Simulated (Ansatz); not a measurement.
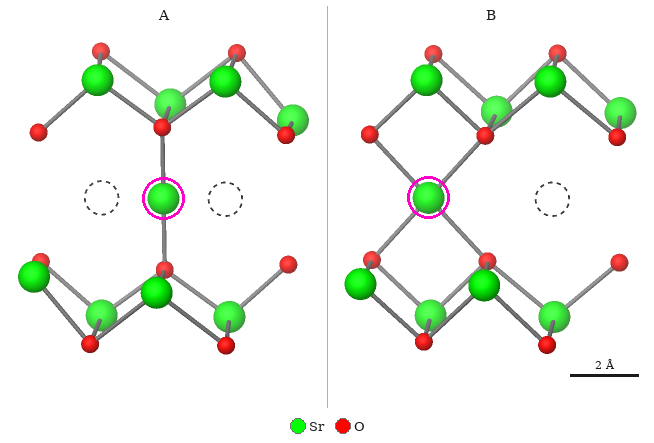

A vacancy jump of strontium in SrO (Fm-3m phase), in a neutral cell with 15 atoms, whose images lie 7.3 Å apart. One frame is the relaxed vacancy; in the other the neighbouring Sr atom (ringed) was set half-way along its jump of 3.67 Å and all atoms were relaxed in the symmetry of that start. Dashed circles mark empty sites. Style: ball-and-stick. Shown: the slice 3.8 Å thick through the jump, out to 5.0 Å from its middle, across the jump.

Level of theory: Ansatz 0.2.0, DFT PBE, scalar-relativistic, plane waves, PAW. Settings: plane-wave cutoff 420 eV; k-point mesh 4 × 4 × 4; occupations gaussian; smearing width 0.05 eV; no spin polarisation; atoms relaxed in a fixed cell; force threshold 0.02 eV/Å.

> What does the half-way point cost?

Frame A is the half-way start after relaxation. It lies 1.33 eV above the relaxed vacancy. The atom stays half-way, on the straight line. The symmetry of the start was kept and can hold it there, so for a path with one hump at the middle this is the barrier or an upper bound to it. There it has 2 O as nearest neighbours, the closest at 2.22 Å. Both cells are metallic on the mesh.

Limits of the set-up: the periodic images lie only 7.3 Å apart, so the values are limited by the cell's size.
